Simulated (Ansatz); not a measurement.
## HfN: one change and its effect

System: HfN (Cm, 2 atoms in the cell).
Method of run 1: DFT PBEsol, scalar-relativistic, plane waves, PAW, no spin polarisation (Ansatz 0.2.0).

The structure derives from a Materials Project entry. Text and figures count atoms from 1; the logs count them from 0 in places.

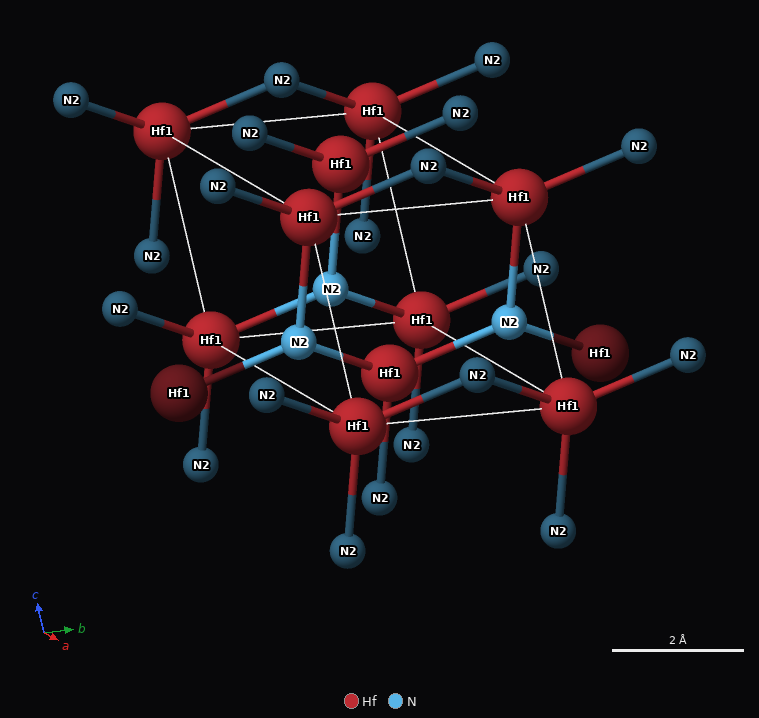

**Figure 1.** The structure as given in the input (ball-and-stick view of the cell 2 times as large as that of the calculation, set on its symmetry axes, seen slightly off an axis; neighbours outside the cell are drawn fainter; atoms are numbered from 1 in the order of the input). An atom can appear more than once, as a periodic image. Near neighbours in the periodic cell (some may lie outside the picture): Hf has 3 N at 1.99 to 2.10 Å; N has 3 Hf at 1.99 to 2.10 Å.

### The input, run 1
```yaml
crystal:
  lattice:
    - [0.0, 2.454822, 2.454822]
    - [2.454822, 0.0, 2.454822]
    - [2.454822, 2.454822, 0.0]
  atoms:
    - { symbol: Hf, position: [0.0, 0.0, 0.0] }
    - { symbol: "N", position: [0.6888957733, 0.6888957733, 0.7246898006] }
basis:
  ecutwfc: 420
kpoints:
  mp_grid: { grid: [16, 16, 16] }
hamiltonian:
  xc: pbesol
scf:
  occupations: { method: gaussian, width: 0.15 }
output:
  forces: true
  stress: true
  eigenvalues: true
```

Command:
```bash
ansatz run input.yaml --threads 1 --pin off --max-ram 2560MiB --backend cpu --events-out ev --progress --plain --runs-dir out
```

Hardware: 1 thread of Intel Xeon @ 2.70GHz, 189 GiB of memory available, shared host.

### Output, shortened to warnings, some set-up lines, iterations and results (run 1)
```
Basis set: ecut = 420 eV, 561 PW (Γ), exchange–correlation on 48×48×48 points (8 copies of the dense FFT grid, shifted against one another)
Symmetry: 2 space group operations
k-points: 1098 of 4096 (time reversal used)
Initial density: superposition of atomic densities (neutral atoms: chi_scale 0, normalization atom), corrected by the library's trained network
[...]
SCF iter   1: F=—  HF=-15978.918968 eV  |F-HF|=—  |Δ(HF+E_count)|=         —  Δρ=1.14e-2  dr2=3.80e-2  ethr=1.77e-3  ⟨swp⟩=4.2  Hψ=84697  notcnv=0
SCF iter   2: F=—  HF=-15978.911030 eV  |F-HF|=—  |Δ(HF+E_count)|=   7.94e-3  Δρ=3.31e-3  dr2=2.90e-3  ethr=1.22e-4  ⟨swp⟩=1.1  Hψ=30815  notcnv=0
SCF iter   3: F=—  HF=-15978.910767 eV  |F-HF|=—  |Δ(HF+E_count)|=   2.63e-4  Δρ=1.59e-3  dr2=8.40e-4  ethr=9.37e-6  ⟨swp⟩=2.1  Hψ=32542  notcnv=0
SCF iter   4: F=—  HF=-15978.910749 eV  |F-HF|=—  |Δ(HF+E_count)|=   1.79e-5  Δρ=7.35e-4  dr2=1.42e-4  ethr=2.71e-6  ⟨swp⟩=2.0  Hψ=38754  notcnv=0
SCF iter   5: F=—  HF=-15978.910631 eV  |F-HF|=—  |Δ(HF+E_count)|=   1.18e-4  Δρ=3.18e-4  dr2=2.09e-5  ethr=4.57e-7  ⟨swp⟩=2.6  Hψ=40338  notcnv=0
SCF iter   6: F=—  HF=-15978.910631 eV  |F-HF|=—  |Δ(HF+E_count)|=   2.66e-7  Δρ=5.91e-5  dr2=9.19e-7  ethr=6.74e-8  ⟨swp⟩=2.4  Hψ=36884  notcnv=0
SCF iter   7: F=—  HF=-15978.910631 eV  |F-HF|=—  |Δ(HF+E_count)|=   2.08e-8  Δρ=1.67e-5  dr2=5.42e-8  ethr=3.23e-10  ⟨swp⟩=4.8  Hψ=110214  notcnv=0
SCF iter   8: F=-15978.910631 eV  HF=-15978.910631 eV  |F-HF|=2.39e-9  |Δ(HF+E_count)|=   1.02e-7  Δρ=4.26e-6  dr2=4.53e-9  ethr=1.75e-10  ⟨swp⟩=5.0  Hψ=82844  notcnv=0
SCF 1 converged in 8 iterations: F = -15978.910631 eV  dr2 = 4.53e-9
SCF converged after 8 iterations
Free energy (F): -15978.910631 eV
Harris-Foulkes:  -15978.910631 eV  (|F-HF|=2.39e-9)
Internal energy: -15978.898819 eV  (E = F + TS)
E sigma→0 (E₀):  -15978.904725 eV
Entropy (-TS):   -0.011812 eV (-5.906 meV/atom)
Fermi energy:    17.367023 eV
--- Per-component energies (eV) ---
  E_band       = 2.896079
  E_kinetic    = 555.979152
  E_local      = -5680.746549  (includes V_loc(G=0)·N_el)
  E_nonlocal   = -1191.331927
  E_hartree    = 2631.299757
  E_xc         = -357.576032
  E_vxc        = -342.456085  (∫ρ·V_xc dr)
  E_paw        = -6930.571110  (= ΣΔE_a)
  E_vpaw       = 1398.851892  (= ΣTr[D̂ρ^β])
  E_aug_tail   = 0.000093  (compensation charges beyond the density's cutoff)
  E_ewald      = -5007.231393
  E_core_change = 1.279190  (= ΣΔE_core)
  E_smearing   = -0.011812  (= −TS)
  E_closure    = -0.000000  (closes the sum)
  Σ components = -15978.910631   (vs F -15978.910631, Δ=0.00e0)
--- Forces (eV/Å), atoms counted from 1 ---
  atom   1  Hf    -0.62099838    -0.62099838    -2.16483526
  atom   2  N      0.62099044     0.62099044     2.16484619
  max |Σ_I F_I| component: 1.09e-5 eV/Å
--- Stress (GPa, compression-positive) ---
        7.022003     -12.113960      -4.448269
      -12.113960       7.022003      -4.448269
       -4.448270      -4.448270       3.524168
  P = ⅓ Tr σ = 5.8561 GPa (58.561 kbar)
```

Run 2 used a changed input.

### The two runs side by side

| quantity | run 1 | run 2 |
| --- | --- | --- |
| outcome | converged | converged |
| free energy per atom (eV) | −7989.4553 | −7989.7168 |
| energy per atom, smearing taken to zero (eV) | −7989.4524 | −7989.7149 |
| gap on the mesh (eV) | 0.00 | 0.00 |
| pressure (GPa) | 5.86 | −2.78 |
| largest force (eV/Å) | 2.336 | 1.728 |
| SCF iterations | 8 | 8 |
| irreducible k-points | 1098 | 621 |
| plane waves at Γ | 561 | 561 |
| wall time (shared host) | 54 s | 29 s |

Which change of the input explains these differences?

The change (lines with − go, lines with + come):
```diff
-    - { symbol: "N", position: [0.6888957733, 0.6888957733, 0.7246898006] }
+    - { symbol: "N", position: [0.7194478866, 0.7194478866, 0.7805521134] }
```

With the same functional and potentials, run 2 lies 261.4 meV per atom lower. The pressure goes from 5.86 to −2.78 GPa. The largest force goes from 2.336 to 1.728 eV/Å. The number of SCF iterations is the same. The irreducible k-points go from 1098 to 621. On the same kind of shared host run 2 took about 0.54 times as long.

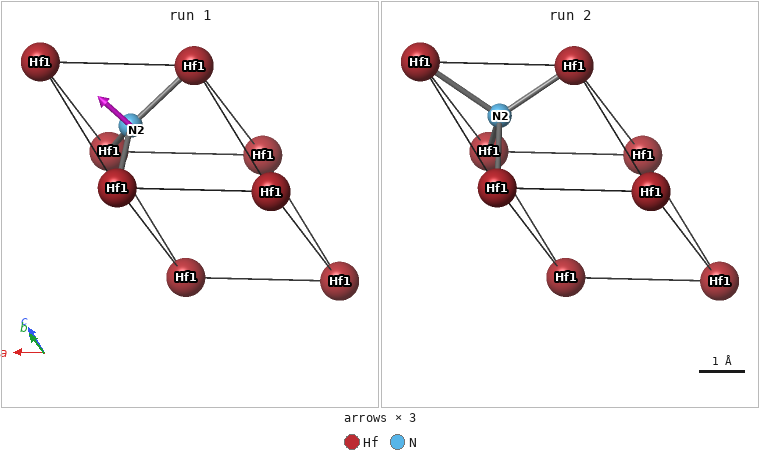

**Figure 2.** The two input geometries at one scale (ball-and-stick view of the cell of the calculation, seen at an oblique angle). The pink arrows on the first give the shifts of the atoms relative to the cell, magnified 3 times. The atom that moves furthest is N2 (0.34 Å). Hf stays in place. The lattice vectors keep their values. Among the contacts that change: Hf1–N2 2.545 → 2.216 Å.

### Output, shortened to warnings, some set-up lines, iterations and results (run 2)
```
Basis set: ecut = 420 eV, 561 PW (Γ), exchange–correlation on 48×48×48 points (8 copies of the dense FFT grid, shifted against one another)
Symmetry: 4 space group operations
k-points: 621 of 4096 (time reversal used)
Initial density: superposition of atomic densities (neutral atoms: chi_scale 0, normalization atom), corrected by the library's trained network
[...]
SCF iter   1: F=—  HF=-15979.452759 eV  |F-HF|=—  |Δ(HF+E_count)|=         —  Δρ=1.63e-2  dr2=8.41e-2  ethr=1.77e-3  ⟨swp⟩=4.2  Hψ=47831  notcnv=0
SCF iter   2: F=—  HF=-15979.433595 eV  |F-HF|=—  |Δ(HF+E_count)|=   1.92e-2  Δρ=3.14e-3  dr2=2.75e-3  ethr=2.71e-4  ⟨swp⟩=1.3  Hψ=17724  notcnv=0  defer=49
SCF iter   3: F=—  HF=-15979.433469 eV  |F-HF|=—  |Δ(HF+E_count)|=   1.26e-4  Δρ=1.50e-3  dr2=4.48e-4  ethr=8.86e-6  ⟨swp⟩=2.0  Hψ=17836  notcnv=0  defer=49
SCF iter   4: F=—  HF=-15979.433561 eV  |F-HF|=—  |Δ(HF+E_count)|=   9.13e-5  Δρ=6.61e-4  dr2=1.13e-4  ethr=1.45e-6  ⟨swp⟩=2.0  Hψ=21207  notcnv=0  defer=49
SCF iter   5: F=—  HF=-15979.433524 eV  |F-HF|=—  |Δ(HF+E_count)|=   3.65e-5  Δρ=2.41e-4  dr2=1.95e-5  ethr=3.65e-7  ⟨swp⟩=2.2  Hψ=20306  notcnv=0  defer=49
SCF iter   6: F=—  HF=-15979.433530 eV  |F-HF|=—  |Δ(HF+E_count)|=   5.84e-6  Δρ=7.32e-5  dr2=1.81e-6  ethr=6.28e-8  ⟨swp⟩=2.3  Hψ=16870  notcnv=0  defer=49
SCF iter   7: F=—  HF=-15979.433530 eV  |F-HF|=—  |Δ(HF+E_count)|=   1.58e-8  Δρ=2.47e-5  dr2=1.39e-7  ethr=5.85e-9  ⟨swp⟩=2.0  Hψ=19271  notcnv=0  defer=49
SCF iter   8: F=-15979.433530 eV  HF=-15979.433530 eV  |F-HF|=8.64e-9  |Δ(HF+E_count)|=   9.90e-8  Δρ=4.69e-6  dr2=8.21e-9  ethr=3.23e-10  ⟨swp⟩=6.0  Hψ=50604  notcnv=0
SCF 1 converged in 8 iterations: F = -15979.433530 eV  dr2 = 8.21e-9
SCF converged after 8 iterations
Free energy (F): -15979.433530 eV
Harris-Foulkes:  -15979.433530 eV  (|F-HF|=8.64e-9)
Internal energy: -15979.426026 eV  (E = F + TS)
E sigma→0 (E₀):  -15979.429778 eV
Entropy (-TS):   -0.007504 eV (-3.752 meV/atom)
Fermi energy:    17.654848 eV
--- Per-component energies (eV) ---
  E_band       = 1.040154
  E_kinetic    = 553.430459
  E_local      = -5659.535517  (includes V_loc(G=0)·N_el)
  E_nonlocal   = -1192.068381
  E_hartree    = 2620.334586
  E_xc         = -356.992049
  E_vxc        = -341.716464  (∫ρ·V_xc dr)
  E_paw        = -6929.857657  (= ΣΔE_a)
  E_vpaw       = 1400.264087  (= ΣTr[D̂ρ^β])
  E_aug_tail   = 0.000092  (compensation charges beyond the density's cutoff)
  E_ewald      = -5016.016749
  E_core_change = 1.279190  (= ΣΔE_core)
  E_smearing   = -0.007504  (= −TS)
  E_closure    = 0.000000  (closes the sum)
  Σ components = -15979.433530   (vs F -15979.433530, Δ=0.00e0)
--- Forces (eV/Å), atoms counted from 1 ---
  atom   1  Hf    -0.00000000    -0.00000000    -1.72792082
  atom   2  N      0.00000000     0.00000000     1.72789201
  max |Σ_I F_I| component: 2.88e-5 eV/Å
--- Stress (GPa, compression-positive) ---
       -2.400661      -8.179993       0.000000
       -8.179993      -2.400661       0.000000
        0.000000       0.000000      -3.544132
  P = ⅓ Tr σ = -2.7818 GPa (-27.818 kbar)
```

For both runs: Spin–orbit coupling is left out, which matters for Hf. The cell holds an odd number of electrons but the run has no spin polarisation, so a band is left half filled. For run 1: The cell is under a pressure of 5.9 GPa at this level, so it is not at its equilibrium volume.
